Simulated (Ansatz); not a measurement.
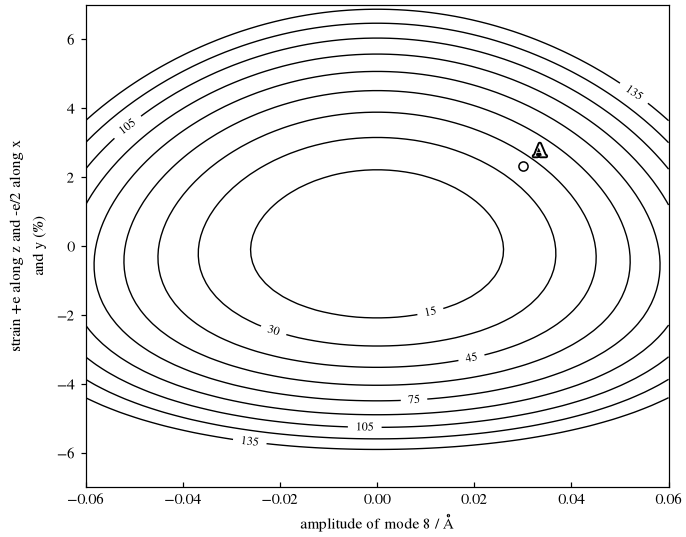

MgO (P6_3/mmc, No. 194; 4 atoms in the cell). 
- The energy is mapped over a normal mode and a strain (zone-centre modes of the 4-atom cell of this scan) (x along [1 0 0], y along [1 2 0], z along [0 0 1] of the conventional cell).
- Coordinates scanned: (1) amplitude of mode 8 (477 cm⁻¹), largest displacement in the unstrained cell; (2) strain +e along z and -e/2 along x and y.
- Nothing is relaxed (the pattern is fixed in fractional coordinates).
- The scan uses a 9 × 7 grid; 35 points were computed and 28 follow by symmetry.
- Points are written as (first, second).
- All energies are given in meV per cell relative to the lowest grid point.
- Method: DFT PBE, scalar-relativistic, plane waves, PAW (Ansatz). Settings: cutoff 520 eV, k-mesh 9×9×6 in the order of the run's cell vectors, gaussian smearing 0.05 eV, no spin polarisation.

Drawn: contour lines labelled in meV (none above 135), the point A. Between grid points the surface is interpolated.

### Is A at rest? If not, where is it pushed?

A, at (0.030 Å, 2.33 %), is not a stationary point. The computed force is 1500 meV for each Å towards smaller values of the first coordinate and 15 meV for each 1 % towards smaller values of the second coordinate.

PAW datasets: the set soft_1.
